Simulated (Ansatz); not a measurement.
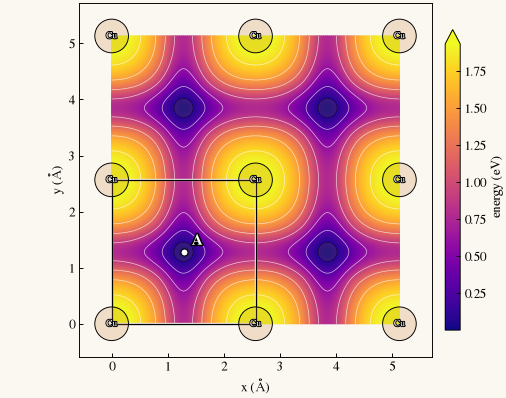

O on a Cu(100) slab cut from the Fm-3m phase, its upper half relaxed before the scan (12 atoms of substrate and one adsorbate in a 2 × 2 cell). O is moved over the surface cell; relaxed at each place: the height of the adsorbate's atoms; substrate rigid; the origin of the map has the adsorbate above Cu9. Places are given modulo a cell vector. The map is drawn in real space over the plane of the surface. The grid has 6 × 6 points; 10 points were computed and 26 follow by symmetry. Places are given in fractions of the 1 × 1 surface cell. All energies are given in eV relative to the lowest grid point. The runs have no spin polarisation; a magnetic state may lie lower. Theory: DFT PBE, scalar-relativistic, plane waves, PAW (Ansatz 0.2.0). Settings: cutoff 420 eV, k-mesh 5×5×1, gaussian smearing 0.1 eV, no spin polarisation.

In the figure: a smooth colour map with a few white contour lines, labelled circles for the atoms of the top layer and small ones for the second layer, the outline of one cell of the 2 × 2 shown, one colour for all values above the top of the scale, the point A. Between grid points the surface is interpolated.

### Find the lowest pass out of the well at A.

The easiest path leads from the well at a fourfold hollow over a second-layer Cu atom, (3/6, 3/6) of the cell vectors to its copy one period on. Its highest point lies about 0.77 eV above the bottom of the first well on the interpolated surface, at a bridge site between two Cu atoms, (0/6, 3/6) of the cell vectors. This is the barrier on the constrained surface; relaxing the other coordinates would change it.

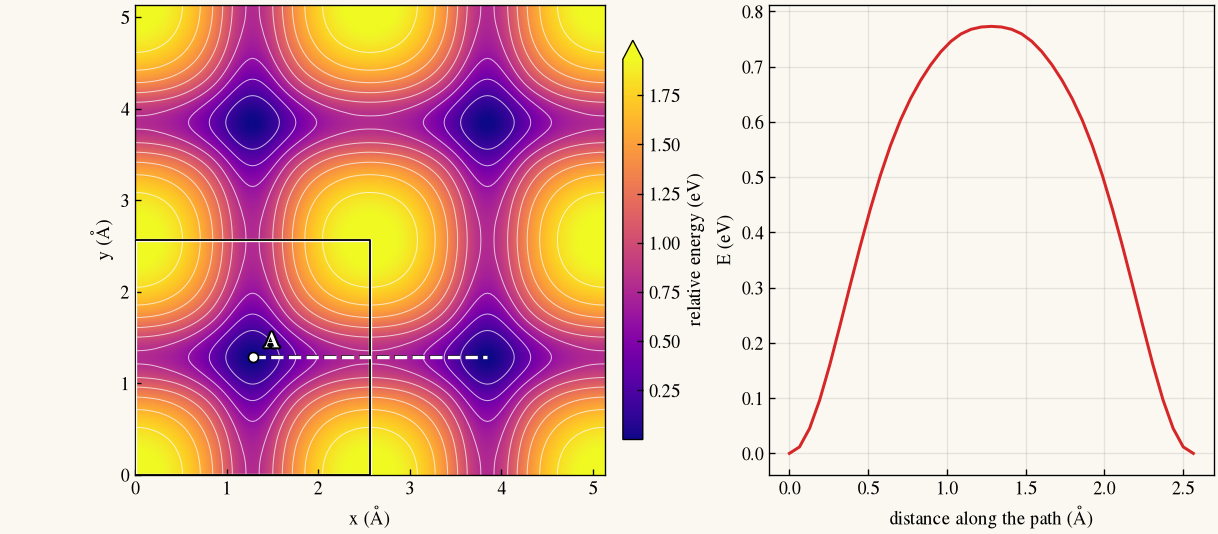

In the figure: a smooth colour map with a few white contour lines, a line along the lowest path, the outline of one cell of the 2 × 2 shown, one colour for all values above the top of the scale, the energy along the path at the right. Between grid points the surface is interpolated.

PAW datasets: the set soft_1.
